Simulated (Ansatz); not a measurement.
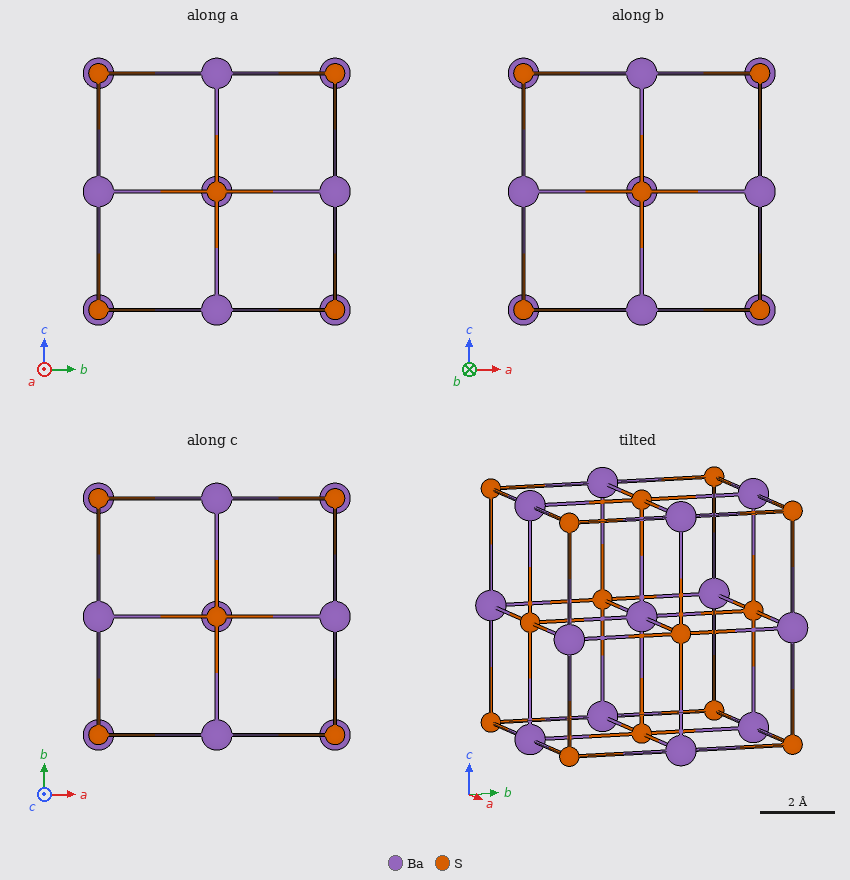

This ball-and-stick model is shown along the a axis, along the b axis, along the c axis and slightly off an axis. The frame is the conventional unit cell; atoms at its boundary are shown with their periodic copies.

Lattice parameters: a = 6.471 Å, b = 6.471 Å, c = 6.471 Å, α = 90.00°, β = 90.00°, γ = 90.00°.

Q: Give the atomic positions as a table of Wyckoff sites.

A: Space group Fm-3m (No. 225).
| atom | site | x | y | z |
| --- | --- | --- | --- | --- |
| Ba | 4b | 0.5000 | 0.0000 | 0.0000 |
| S | 4a | 0.0000 | 0.0000 | 0.0000 |

Provenance: a structure type known for this compound. The cell was then strained or its atoms displaced on purpose. It was the input of a calculation with Ansatz.
